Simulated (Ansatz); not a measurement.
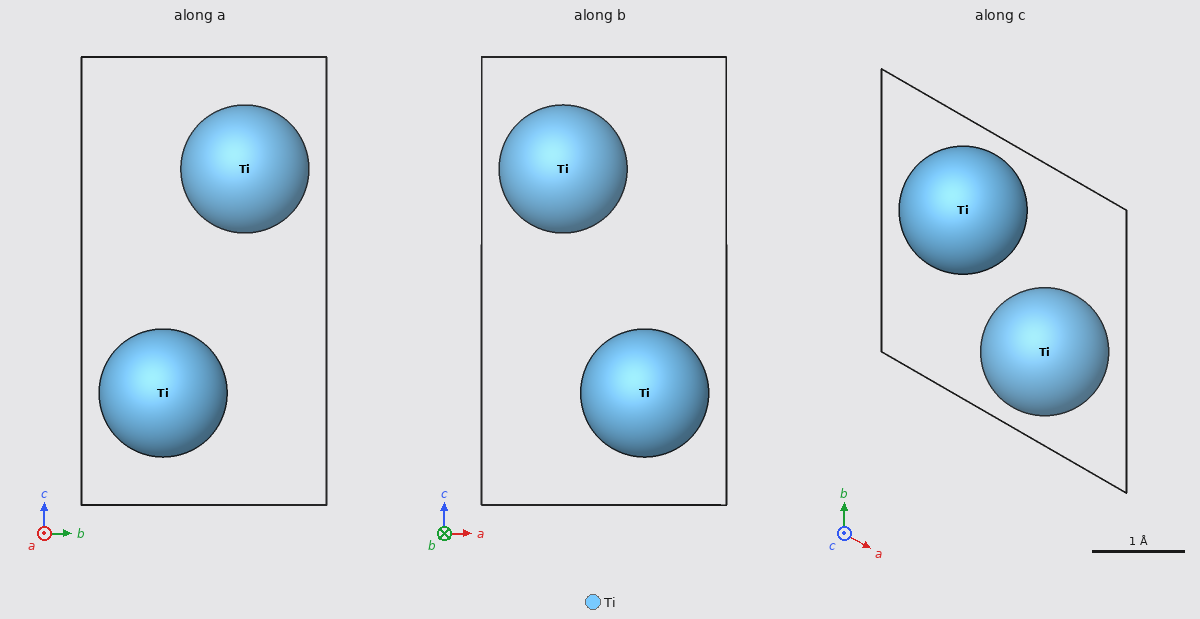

The image is a spheres-only drawing of a crystal, viewed along the a axis, along the b axis and along the c axis. The parallelepiped is the unit cell.

Lattice parameters: a = 3.081 Å, b = 3.082 Å, c = 4.882 Å, α = 89.99°, β = 90.02°, γ = 119.99°. Put a along x and b in the xy plane.

### From the views, write a POSCAR file.

```
Ti
1.0
     3.081    0.000    0.000
    -1.541    2.669    0.000
    -0.002    0.000    4.882
Ti
2
Direct
  0.3331 0.6669 0.7500
  0.6661 0.3331 0.2500
```

The initial geometry was a structure type filled with this element by a generator (whether the element takes this form wasn't checked). Earlier steps of the study may have refined or changed the cell and positions. An electronic-structure calculation with Ansatz was run on it.

At this level of theory the cell isn't at rest (stretched, at -10 GPa), so its distances can differ from those at equilibrium, the more so the softer the solid.
